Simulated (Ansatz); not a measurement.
**Beta-Sn (white tin) under LDA: testing the Methfessel-Paxton smearing**

A convergence test of the Methfessel-Paxton smearing width. The geometry was relaxed under LDA beforehand and stays fixed; 7 values are run, from 0.01 to 1.0 eV. Wanted are the values from which on the energy stays within 10 and 1 meV/atom, and the pressure within 0.5 GPa, of the narrowest run. Within the series other settings stay, but some runs also write fields, which adds to their time. Spin polarisation is left out.

Computed with Ansatz 0.2.0 (DFT LDA, plane waves with PAW, scalar-relativistic, unless a step says otherwise).

## Step 1: The system as given

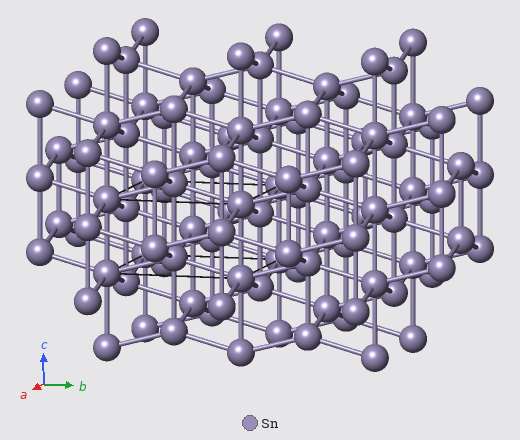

Start, viewed slightly off an axis; tin purple. 1×2×2 conventional cells are drawn; the run uses a primitive one. Any atoms on the faces are drawn again on the opposite ones, and bonded neighbours outside are added.

Coordinates:

```cif
data_structure
_symmetry_space_group_name_H-M 'I4_1/amd:1'
_symmetry_Int_Tables_number 141
_cell_length_a 5.7994
_cell_length_b 5.7994
_cell_length_c 3.1163
_cell_angle_alpha 90.000
_cell_angle_beta 90.000
_cell_angle_gamma 90.000
_cell_volume 104.81
loop_
_atom_site_label
_atom_site_type_symbol
_atom_site_symmetry_multiplicity
_atom_site_Wyckoff_symbol
_atom_site_fract_x
_atom_site_fract_y
_atom_site_fract_z
_atom_site_occupancy
Sn1 Sn 4 a 0.00000 0.00000 0.00000 1
```

## Step 2: Run at 0.01 eV

The run at 0.01 eV.

Input file input.yaml:

```yaml
crystal:
  lattice:
    - [-2.8994216605, 2.9008009606, 1.5581694818]
    - [2.9008009606, -2.8994216605, 1.5581694818]
    - [2.8985835788, 2.8985835788, -1.5556411493]
  atoms:
    - { symbol: Sn, position: [1.64062e-05, 0.9999835938, 0.0] }
    - { symbol: Sn, position: [0.7499835938, 0.2500164062, 0.5] }
hamiltonian:
  xc: lda
  pseudopotentials:
    kind: paw
    azcp:
      Sn: "pseudopotentials/Sn.paw.azcp"
basis:
  ecutwfc: 420
  fft_grid_basis: typed
kpoints:
  mp_grid: { grid: [11, 11, 8], shift: [0, 0, 0] }
magnetization:
  spin_polarized: false
scf:
  occupations: { method: methfessel_paxton, width: 0.01 }
  lower_state_search: "off"
output:
  stress: true
```

Launch:

```
$ ansatz run input.yaml --threads 2 --pin off --max-ram 5120MiB --backend cpu --events-out ev --progress --plain --runs-dir out
```

Log:

```text
Warning: <dir> the record states the generating functional pbe (its physics header spells it `PBE`), which answers neither for hamiltonian.xc's functional nor for the lda family's — results may be inconsistent (PPs are generated against a specific XC)
Warning: RAYON_NUM_THREADS=2 ignored (pool sized by the plan → 2); use --threads N
Engine: ansatz 0.2.0, x86_64-unknown-linux-gnu
Pseudopotentials: kind: paw
Pseudopotential: Sn, paw, valence charge 14, recommended cutoff 420 eV (normal), <dir>
Functional definition: SPW92
  exchange = slater_x
  correlation = pw_c
Crystal: 2 atoms, lattice volume = 52.406 Å³
Basis set: ecut = 420 eV, 1033 PW (Γ)
Bands: 18, of which v1, the nominal top of the filled ones, is band 14 counted from 1 (13 counted from 0)
Symmetry: 4 space group operations
Space group: C2/c (ITA 15), of the structure as read, at distance tolerance 3.7e-5 Å
k-points: 270 of 968
Non-local potential: Sn, projectors of the file, l = 0: 2, l = 1: 2, l = 2: 2, l = 3: 2
PAW form: soft (Blöchl's): semilocal exchange-correlation on the pseudo side does not see the compensation charge
PAW frozen core: Sn, regenerated for the run's functional, and the local potential with it (the file was generated under x = pbe(κ = 0.804, μ = 0.2195149727645171), c = pbe(β = 0.06672455060314922))
PAW one-centre angular grid: Sn, 590 points (default); XC on 64 Gauss nodes
Initial density: superposition of atomic densities (neutral atoms: chi_scale 0, normalization atom), corrected by the library's trained network
Initial wavefunctions: pseudopotential atomic-orbital guess
Functional: x = slater, c = lda
SCF iter   1: F=—  HF=-11759.083585 eV  |F-HF|=—  |Δ(HF+E_count)|=         —  Δρ=6.81e-3  dr2=1.08e-2  ethr=1.77e-3  ⟨swp⟩=6.1  Hψ=25389  notcnv=0
preconditioner: auto → Kerker (q_TF=auto, 2.458 Å⁻¹)  [metal: Δε(μ)=0.006 eV  Ē_g=20.260 eV  σ=0.010 eV  W_gap=0.43  n_scr=16 (ndim 8)  ℏωp=27.1 eV  f_vac=0.000  D(μ)=1.30/eV (n_scr^D=4)]
SCF iter   2: F=—  HF=-11759.077580 eV  |F-HF|=—  |Δ(HF+E_count)|=   6.01e-3  S|Δr|=    0.00e0  Δρ=3.63e-3  dr2=3.17e-3  ethr=3.84e-5  ⟨swp⟩=2.1  Hψ=8675  notcnv=0  defer=62
SCF iter   3: F=—  HF=-11759.076491 eV  |F-HF|=—  |Δ(HF+E_count)|=   1.09e-3  S|Δr|=    0.00e0  Δρ=4.90e-4  dr2=1.83e-4  ethr=1.13e-5  ⟨swp⟩=2.0  Hψ=9597  notcnv=0  defer=62
SCF iter   4: F=—  HF=-11759.076447 eV  |F-HF|=—  |Δ(HF+E_count)|=   4.42e-5  S|Δr|=    0.00e0  Δρ=4.20e-4  dr2=4.58e-5  ethr=6.53e-7  ⟨swp⟩=2.0  Hψ=9598  notcnv=0  defer=62
SCF iter   5: F=—  HF=-11759.076411 eV  |F-HF|=—  |Δ(HF+E_count)|=   3.54e-5  S|Δr|=    0.00e0  Δρ=5.96e-5  dr2=3.02e-6  ethr=1.64e-7  ⟨swp⟩=2.0  Hψ=8562  notcnv=0  defer=62
SCF iter   6: F=—  HF=-11759.076411 eV  |F-HF|=—  |Δ(HF+E_count)|=   5.02e-7  S|Δr|=    0.00e0  Δρ=4.50e-5  dr2=1.14e-6  ethr=1.08e-8  ⟨swp⟩=1.0  Hψ=4798  notcnv=0  defer=62
SCF iter   7: F=-11759.076410 eV  HF=-11759.076410 eV  |F-HF|=3.34e-8  |Δ(HF+E_count)|=   5.88e-7  S|Δr|=    0.00e0  Δρ=7.99e-6  dr2=2.95e-8  ethr=3.57e-10  ⟨swp⟩=3.4  Hψ=20469  notcnv=0
SCF 1 converged in 7 iterations: F = -11759.076410 eV  dr2 = 2.95e-8
SCF converged after 7 iterations
Stability not checked: this state was not tested for a lower state beside it, because cold or Methfessel-Paxton smearing, or corrected tetrahedra, fill the levels in a way that the test cannot read (fill_not_monotonic; see scf.lower_state_search)
Free energy (F): -11759.076410 eV
Harris-Foulkes:  -11759.076410 eV  (|F-HF|=3.34e-8)
Internal energy: -11759.076395 eV  (E = F + TS)
E sigma→0 (E₀):  -11759.076406 eV
Entropy (-TS):   -0.000015 eV (-0.008 meV/atom)
Fermi energy:    10.917005 eV
--- Per-component energies (eV) ---
  E_band       = -157.886969
  E_kinetic    = 376.956187
  E_local      = -1662.570268  (includes V_loc(G=0)·N_el)
  E_nonlocal   = -56.029656
  E_hartree    = 1045.828905
  E_xc         = -759.009893
  E_vxc        = -198.421665  (∫ρ·V_xc dr)
  E_paw        = -7989.219574  (= ΣΔE_a)
  E_vpaw       = -709.468407  (= ΣTr[D̂ρ^β])
  E_aug_tail   = -0.000001  (compensation charges beyond the density's cutoff)
  E_ewald      = -2715.881892
  E_core_change = 0.849796  (= ΣΔE_core)
  E_smearing   = -0.000015  (= −TS)
  E_closure    = -0.000000  (closes the sum)
  Σ components = -11759.076410   (vs F -11759.076410, Δ=0.00e0)
--- Stress (GPa, compression-positive) ---
        0.016995       0.096288      -0.097601
        0.096288       0.016995      -0.097601
       -0.097601      -0.097601      -0.118763
  P = ⅓ Tr σ = -0.0283 GPa (-0.283 kbar)
```

Run time: 3.9 s. Hardware: 2 threads of Intel Xeon 6975P-C (Granite Rapids), shared host; peak memory 0.51 GiB.

## Step 3: Run at 0.03 eV

The run at 0.03 eV.

input.yaml, as its differences from that of step 2:

```diff
@@ -22,3 +22,3 @@
 scf:
-  occupations: { method: methfessel_paxton, width: 0.01 }
+  occupations: { method: methfessel_paxton, width: 0.03 }
   lower_state_search: "off"
```

Launch:

```
$ ansatz run input.yaml --threads 2 --pin off --max-ram 5120MiB --backend cpu --events-out ev --progress --plain --runs-dir out
```

Log:

```text
Warning: <dir> the record states the generating functional pbe (its physics header spells it `PBE`), which answers neither for hamiltonian.xc's functional nor for the lda family's — results may be inconsistent (PPs are generated against a specific XC)
Warning: RAYON_NUM_THREADS=2 ignored (pool sized by the plan → 2); use --threads N
Engine: ansatz 0.2.0, x86_64-unknown-linux-gnu
Pseudopotentials: kind: paw
Pseudopotential: Sn, paw, valence charge 14, recommended cutoff 420 eV (normal), <dir>
Functional definition: SPW92
  exchange = slater_x
  correlation = pw_c
Crystal: 2 atoms, lattice volume = 52.406 Å³
Basis set: ecut = 420 eV, 1033 PW (Γ)
Bands: 18, of which v1, the nominal top of the filled ones, is band 14 counted from 1 (13 counted from 0)
Symmetry: 4 space group operations
Space group: C2/c (ITA 15), of the structure as read, at distance tolerance 3.7e-5 Å
k-points: 270 of 968
Non-local potential: Sn, projectors of the file, l = 0: 2, l = 1: 2, l = 2: 2, l = 3: 2
PAW form: soft (Blöchl's): semilocal exchange-correlation on the pseudo side does not see the compensation charge
PAW frozen core: Sn, regenerated for the run's functional, and the local potential with it (the file was generated under x = pbe(κ = 0.804, μ = 0.2195149727645171), c = pbe(β = 0.06672455060314922))
PAW one-centre angular grid: Sn, 590 points (default); XC on 64 Gauss nodes
Initial density: superposition of atomic densities (neutral atoms: chi_scale 0, normalization atom), corrected by the library's trained network
Initial wavefunctions: pseudopotential atomic-orbital guess
Functional: x = slater, c = lda
SCF iter   1: F=—  HF=-11759.083582 eV  |F-HF|=—  |Δ(HF+E_count)|=         —  Δρ=6.82e-3  dr2=1.08e-2  ethr=1.77e-3  ⟨swp⟩=6.0  Hψ=25182  notcnv=0
preconditioner: auto → Kerker (q_TF=auto, 2.458 Å⁻¹)  [metal: Δε(μ)=0.006 eV  Ē_g=20.260 eV  σ=0.030 eV  W_gap=0.16  n_scr=16 (ndim 8)  ℏωp=27.1 eV  f_vac=0.000  D(μ)=0.75/eV (n_scr^D=4)]
SCF iter   2: F=—  HF=-11759.077587 eV  |F-HF|=—  |Δ(HF+E_count)|=   5.99e-3  S|Δr|=    0.00e0  Δρ=3.63e-3  dr2=3.18e-3  ethr=3.85e-5  ⟨swp⟩=2.1  Hψ=8670  notcnv=0  defer=56
SCF iter   3: F=—  HF=-11759.076495 eV  |F-HF|=—  |Δ(HF+E_count)|=   1.09e-3  S|Δr|=    0.00e0  Δρ=4.91e-4  dr2=1.84e-4  ethr=1.13e-5  ⟨swp⟩=2.0  Hψ=9583  notcnv=0  defer=56
SCF iter   4: F=—  HF=-11759.076451 eV  |F-HF|=—  |Δ(HF+E_count)|=   4.41e-5  S|Δr|=    0.00e0  Δρ=4.22e-4  dr2=4.63e-5  ethr=6.56e-7  ⟨swp⟩=2.0  Hψ=8585  notcnv=0  defer=56
SCF iter   5: F=—  HF=-11759.076415 eV  |F-HF|=—  |Δ(HF+E_count)|=   3.52e-5  S|Δr|=    0.00e0  Δρ=5.95e-5  dr2=3.03e-6  ethr=1.65e-7  ⟨swp⟩=2.0  Hψ=8562  notcnv=0  defer=56
SCF iter   6: F=—  HF=-11759.076415 eV  |F-HF|=—  |Δ(HF+E_count)|=   4.93e-7  S|Δr|=    0.00e0  Δρ=4.51e-5  dr2=1.14e-6  ethr=1.08e-8  ⟨swp⟩=1.0  Hψ=4804  notcnv=0  defer=56
SCF iter   7: F=-11759.076414 eV  HF=-11759.076414 eV  |F-HF|=3.24e-8  |Δ(HF+E_count)|=   5.92e-7  S|Δr|=    0.00e0  Δρ=7.90e-6  dr2=2.89e-8  ethr=3.57e-10  ⟨swp⟩=3.4  Hψ=20573  notcnv=0
SCF 1 converged in 7 iterations: F = -11759.076414 eV  dr2 = 2.89e-8
SCF converged after 7 iterations
Stability not checked: this state was not tested for a lower state beside it, because cold or Methfessel-Paxton smearing, or corrected tetrahedra, fill the levels in a way that the test cannot read (fill_not_monotonic; see scf.lower_state_search)
Free energy (F): -11759.076414 eV
Harris-Foulkes:  -11759.076414 eV  (|F-HF|=3.24e-8)
Internal energy: -11759.076439 eV  (E = F + TS)
E sigma→0 (E₀):  -11759.076420 eV
Entropy (-TS):   0.000024 eV (0.012 meV/atom)
Fermi energy:    10.916245 eV
--- Per-component energies (eV) ---
  E_band       = -157.881885
  E_kinetic    = 376.958082
  E_local      = -1662.575938  (includes V_loc(G=0)·N_el)
  E_nonlocal   = -56.030526
  E_hartree    = 1045.831067
  E_xc         = -759.012839
  E_vxc        = -198.424883  (∫ρ·V_xc dr)
  E_paw        = -7989.214187  (= ΣΔE_a)
  E_vpaw       = -709.459853  (= ΣTr[D̂ρ^β])
  E_aug_tail   = -0.000001  (compensation charges beyond the density's cutoff)
  E_ewald      = -2715.881892
  E_core_change = 0.849796  (= ΣΔE_core)
  E_smearing   = 0.000024  (= −TS)
  E_closure    = -0.000000  (closes the sum)
  Σ components = -11759.076414   (vs F -11759.076414, Δ=0.00e0)
--- Stress (GPa, compression-positive) ---
        0.036824       0.115364      -0.084014
        0.115364       0.036824      -0.084014
       -0.084014      -0.084014      -0.134254
  P = ⅓ Tr σ = -0.0202 GPa (-0.202 kbar)
```

Run time: 4.2 s. Hardware: 2 threads of Intel Xeon 6975P-C (Granite Rapids), shared host; peak memory 0.52 GiB.

## Step 4: Run at 0.1 eV

The run at 0.1 eV.

input.yaml, as its differences from that of step 3:

```diff
@@ -22,3 +22,3 @@
 scf:
-  occupations: { method: methfessel_paxton, width: 0.03 }
+  occupations: { method: methfessel_paxton, width: 0.1 }
   lower_state_search: "off"
```

Launch:

```
$ ansatz run input.yaml --threads 2 --pin off --max-ram 5120MiB --backend cpu --events-out ev --progress --plain --runs-dir out
```

Log:

```text
Warning: <dir> the record states the generating functional pbe (its physics header spells it `PBE`), which answers neither for hamiltonian.xc's functional nor for the lda family's — results may be inconsistent (PPs are generated against a specific XC)
Warning: RAYON_NUM_THREADS=2 ignored (pool sized by the plan → 2); use --threads N
Engine: ansatz 0.2.0, x86_64-unknown-linux-gnu
Pseudopotentials: kind: paw
Pseudopotential: Sn, paw, valence charge 14, recommended cutoff 420 eV (normal), <dir>
Functional definition: SPW92
  exchange = slater_x
  correlation = pw_c
Crystal: 2 atoms, lattice volume = 52.406 Å³
Basis set: ecut = 420 eV, 1033 PW (Γ)
Bands: 18, of which v1, the nominal top of the filled ones, is band 14 counted from 1 (13 counted from 0)
Symmetry: 4 space group operations
Space group: C2/c (ITA 15), of the structure as read, at distance tolerance 3.7e-5 Å
k-points: 270 of 968
Non-local potential: Sn, projectors of the file, l = 0: 2, l = 1: 2, l = 2: 2, l = 3: 2
PAW form: soft (Blöchl's): semilocal exchange-correlation on the pseudo side does not see the compensation charge
PAW frozen core: Sn, regenerated for the run's functional, and the local potential with it (the file was generated under x = pbe(κ = 0.804, μ = 0.2195149727645171), c = pbe(β = 0.06672455060314922))
PAW one-centre angular grid: Sn, 590 points (default); XC on 64 Gauss nodes
Initial density: superposition of atomic densities (neutral atoms: chi_scale 0, normalization atom), corrected by the library's trained network
Initial wavefunctions: pseudopotential atomic-orbital guess
Functional: x = slater, c = lda
SCF iter   1: F=—  HF=-11759.083608 eV  |F-HF|=—  |Δ(HF+E_count)|=         —  Δρ=6.83e-3  dr2=1.08e-2  ethr=1.77e-3  ⟨swp⟩=5.6  Hψ=24293  notcnv=0
preconditioner: auto → Kerker (q_TF=auto, 2.458 Å⁻¹)  [metal: Δε(μ)=0.019 eV  Ē_g=20.261 eV  σ=0.100 eV  W_gap=0.16  n_scr=16 (ndim 8)  ℏωp=27.1 eV  f_vac=0.000  D(μ)=0.72/eV (n_scr^D=4)]
SCF iter   2: F=—  HF=-11759.077602 eV  |F-HF|=—  |Δ(HF+E_count)|=   6.01e-3  S|Δr|=    0.00e0  Δρ=3.64e-3  dr2=3.19e-3  ethr=3.87e-5  ⟨swp⟩=1.5  Hψ=7454  notcnv=0
SCF iter   3: F=—  HF=-11759.076502 eV  |F-HF|=—  |Δ(HF+E_count)|=   1.10e-3  S|Δr|=    0.00e0  Δρ=4.89e-4  dr2=1.83e-4  ethr=1.14e-5  ⟨swp⟩=2.0  Hψ=7523  notcnv=0
SCF iter   4: F=—  HF=-11759.076457 eV  |F-HF|=—  |Δ(HF+E_count)|=   4.44e-5  S|Δr|=    0.00e0  Δρ=4.14e-4  dr2=4.40e-5  ethr=6.53e-7  ⟨swp⟩=2.0  Hψ=8605  notcnv=0
SCF iter   5: F=—  HF=-11759.076425 eV  |F-HF|=—  |Δ(HF+E_count)|=   3.26e-5  S|Δr|=    0.00e0  Δρ=6.78e-5  dr2=3.52e-6  ethr=1.57e-7  ⟨swp⟩=2.0  Hψ=8592  notcnv=0
SCF iter   6: F=—  HF=-11759.076424 eV  |F-HF|=—  |Δ(HF+E_count)|=   7.25e-7  S|Δr|=    0.00e0  Δρ=5.06e-5  dr2=1.32e-6  ethr=1.26e-8  ⟨swp⟩=1.0  Hψ=4823  notcnv=0
SCF iter   7: F=-11759.076423 eV  HF=-11759.076423 eV  |F-HF|=2.74e-8  |Δ(HF+E_count)|=   7.11e-7  S|Δr|=    0.00e0  Δρ=7.61e-6  dr2=2.47e-8  ethr=3.57e-10  ⟨swp⟩=3.5  Hψ=21705  notcnv=0
SCF 1 converged in 7 iterations: F = -11759.076423 eV  dr2 = 2.47e-8
SCF converged after 7 iterations
Stability not checked: this state was not tested for a lower state beside it, because cold or Methfessel-Paxton smearing, or corrected tetrahedra, fill the levels in a way that the test cannot read (fill_not_monotonic; see scf.lower_state_search)
Free energy (F): -11759.076423 eV
Harris-Foulkes:  -11759.076423 eV  (|F-HF|=2.74e-8)
Internal energy: -11759.076496 eV  (E = F + TS)
E sigma→0 (E₀):  -11759.076442 eV
Entropy (-TS):   0.000073 eV (0.037 meV/atom)
Fermi energy:    10.906715 eV
--- Per-component energies (eV) ---
  E_band       = -157.874421
  E_kinetic    = 376.961120
  E_local      = -1662.584492  (includes V_loc(G=0)·N_el)
  E_nonlocal   = -56.031215
  E_hartree    = 1045.835778
  E_xc         = -759.015585
  E_vxc        = -198.427976  (∫ρ·V_xc dr)
  E_paw        = -7989.210005  (= ΣΔE_a)
  E_vpaw       = -709.453470  (= ΣTr[D̂ρ^β])
  E_aug_tail   = -0.000001  (compensation charges beyond the density's cutoff)
  E_ewald      = -2715.881892
  E_core_change = 0.849796  (= ΣΔE_core)
  E_smearing   = 0.000073  (= −TS)
  E_closure    = -0.000000  (closes the sum)
  Σ components = -11759.076423   (vs F -11759.076423, Δ=0.00e0)
--- Stress (GPa, compression-positive) ---
        0.048876       0.038788      -0.079905
        0.038788       0.048876      -0.079905
       -0.079905      -0.079905      -0.134738
  P = ⅓ Tr σ = -0.0123 GPa (-0.123 kbar)
```

It took 3.9 s on 2 threads of Intel Xeon 6975P-C (Granite Rapids), shared host; peak memory 0.49 GiB.

## Step 5: Run at 0.2 eV

The run at 0.2 eV.

input.yaml, as its differences from that of step 4:

```diff
@@ -22,3 +22,3 @@
 scf:
-  occupations: { method: methfessel_paxton, width: 0.1 }
+  occupations: { method: methfessel_paxton, width: 0.2 }
   lower_state_search: "off"
@@ -26 +26,5 @@
   stress: true
+  write_density: true
+  write_potential: true
+  elf: true
+  volumetric_format: npy
```

Launch:

```
$ ansatz run input.yaml --threads 2 --pin off --max-ram 5120MiB --backend cpu --events-out ev --progress --plain --runs-dir out
```

Log:

```text
Warning: <dir> the record states the generating functional pbe (its physics header spells it `PBE`), which answers neither for hamiltonian.xc's functional nor for the lda family's — results may be inconsistent (PPs are generated against a specific XC)
Warning: RAYON_NUM_THREADS=2 ignored (pool sized by the plan → 2); use --threads N
Engine: ansatz 0.2.0, x86_64-unknown-linux-gnu
Pseudopotentials: kind: paw
Pseudopotential: Sn, paw, valence charge 14, recommended cutoff 420 eV (normal), <dir>
Functional definition: SPW92
  exchange = slater_x
  correlation = pw_c
Crystal: 2 atoms, lattice volume = 52.406 Å³
Basis set: ecut = 420 eV, 1033 PW (Γ)
Bands: 18, of which v1, the nominal top of the filled ones, is band 14 counted from 1 (13 counted from 0)
Symmetry: 4 space group operations
Space group: C2/c (ITA 15), of the structure as read, at distance tolerance 3.7e-5 Å
k-points: 270 of 968
Non-local potential: Sn, projectors of the file, l = 0: 2, l = 1: 2, l = 2: 2, l = 3: 2
PAW form: soft (Blöchl's): semilocal exchange-correlation on the pseudo side does not see the compensation charge
PAW frozen core: Sn, regenerated for the run's functional, and the local potential with it (the file was generated under x = pbe(κ = 0.804, μ = 0.2195149727645171), c = pbe(β = 0.06672455060314922))
PAW one-centre angular grid: Sn, 590 points (default); XC on 64 Gauss nodes
Initial density: superposition of atomic densities (neutral atoms: chi_scale 0, normalization atom), corrected by the library's trained network
Initial wavefunctions: pseudopotential atomic-orbital guess
Functional: x = slater, c = lda
SCF iter   1: F=—  HF=-11759.083113 eV  |F-HF|=—  |Δ(HF+E_count)|=         —  Δρ=6.82e-3  dr2=1.08e-2  ethr=1.77e-3  ⟨swp⟩=5.3  Hψ=23436  notcnv=0
preconditioner: auto → Kerker (q_TF=auto, 2.458 Å⁻¹)  [metal: Δε(μ)=0.012 eV  Ē_g=20.262 eV  σ=0.200 eV  W_gap=0.05  n_scr=16 (ndim 8)  ℏωp=27.1 eV  f_vac=0.000  D(μ)=0.73/eV (n_scr^D=4)]
SCF iter   2: F=—  HF=-11759.077102 eV  |F-HF|=—  |Δ(HF+E_count)|=   6.01e-3  S|Δr|=    0.00e0  Δρ=3.63e-3  dr2=3.18e-3  ethr=3.86e-5  ⟨swp⟩=1.5  Hψ=7447  notcnv=0
SCF iter   3: F=—  HF=-11759.076004 eV  |F-HF|=—  |Δ(HF+E_count)|=   1.10e-3  S|Δr|=    0.00e0  Δρ=4.88e-4  dr2=1.82e-4  ethr=1.14e-5  ⟨swp⟩=2.0  Hψ=7548  notcnv=0
SCF iter   4: F=—  HF=-11759.075959 eV  |F-HF|=—  |Δ(HF+E_count)|=   4.43e-5  S|Δr|=    0.00e0  Δρ=4.13e-4  dr2=4.38e-5  ethr=6.52e-7  ⟨swp⟩=2.0  Hψ=8635  notcnv=0
SCF iter   5: F=—  HF=-11759.075926 eV  |F-HF|=—  |Δ(HF+E_count)|=   3.32e-5  S|Δr|=    0.00e0  Δρ=6.81e-5  dr2=3.53e-6  ethr=1.57e-7  ⟨swp⟩=2.0  Hψ=8617  notcnv=0
SCF iter   6: F=—  HF=-11759.075925 eV  |F-HF|=—  |Δ(HF+E_count)|=   7.38e-7  S|Δr|=    0.00e0  Δρ=5.05e-5  dr2=1.32e-6  ethr=1.26e-8  ⟨swp⟩=1.0  Hψ=4848  notcnv=0
SCF iter   7: F=-11759.075925 eV  HF=-11759.075925 eV  |F-HF|=2.74e-8  |Δ(HF+E_count)|=   7.06e-7  S|Δr|=    0.00e0  Δρ=7.61e-6  dr2=2.46e-8  ethr=3.57e-10  ⟨swp⟩=7.4  Hψ=32062  notcnv=0
SCF 1 converged in 7 iterations: F = -11759.075925 eV  dr2 = 2.46e-8
SCF converged after 7 iterations
Stability not checked: this state was not tested for a lower state beside it, because cold or Methfessel-Paxton smearing, or corrected tetrahedra, fill the levels in a way that the test cannot read (fill_not_monotonic; see scf.lower_state_search)
Free energy (F): -11759.075925 eV
Harris-Foulkes:  -11759.075925 eV  (|F-HF|=2.74e-8)
Internal energy: -11759.077295 eV  (E = F + TS)
E sigma→0 (E₀):  -11759.076267 eV
Entropy (-TS):   0.001371 eV (0.685 meV/atom)
Fermi energy:    10.889630 eV
--- Per-component energies (eV) ---
  E_band       = -157.881508
  E_kinetic    = 376.958139
  E_local      = -1662.578023  (includes V_loc(G=0)·N_el)
  E_nonlocal   = -56.029863
  E_hartree    = 1045.834391
  E_xc         = -759.011087
  E_vxc        = -198.423121  (∫ρ·V_xc dr)
  E_paw        = -7989.218755  (= ΣΔE_a)
  E_vpaw       = -709.467494  (= ΣTr[D̂ρ^β])
  E_aug_tail   = -0.000001  (compensation charges beyond the density's cutoff)
  E_ewald      = -2715.881892
  E_core_change = 0.849796  (= ΣΔE_core)
  E_smearing   = 0.001371  (= −TS)
  E_closure    = -0.000000  (closes the sum)
  Σ components = -11759.075925   (vs F -11759.075925, Δ=0.00e0)
--- Stress (GPa, compression-positive) ---
        0.028901      -0.004949      -0.019105
       -0.004949       0.028901      -0.019105
       -0.019105      -0.019105      -0.136726
  P = ⅓ Tr σ = -0.0263 GPa (-0.263 kbar)
--- Band table (eV; the first three rows and the last of 270) ---
  k-point 0: bands = ["-10.6620", "-10.5820", "-10.5244", "-10.5238", "-10.3351", "-10.3351", "-10.3245", "-10.3245", "-10.2365", "-10.1192", "-0.5027", "7.1196", "8.8122", "8.8164", "13.9158", "17.1441", "17.1452", "18.1480"]
  k-point 1: bands = ["-10.6476", "-10.5839", "-10.5315", "-10.5123", "-10.3420", "-10.3287", "-10.3214", "-10.3196", "-10.2449", "-10.1337", "-0.3594", "6.0798", "8.9846", "9.5907", "14.5710", "16.0776", "16.3983", "18.0415"]
  k-point 2: bands = ["-10.6062", "-10.5874", "-10.5493", "-10.4786", "-10.3650", "-10.3166", "-10.3143", "-10.3057", "-10.2676", "-10.1711", "0.0705", "4.5073", "9.4956", "10.5395", "14.4213", "15.0049", "16.3597", "17.6568"]
  k-point 269: bands = ["-10.5929", "-10.5929", "-10.3809", "-10.3809", "-10.3576", "-10.3576", "-10.3283", "-10.3283", "-10.3184", "-10.3184", "3.0986", "3.0986", "6.0352", "6.0352", "16.3425", "16.3425", "20.1865", "20.1865"]
```

Wall time 5.4 s (2 threads of Intel Xeon 6975P-C (Granite Rapids), shared host); peak memory 0.52 GiB.

[end of part 1 of 2]
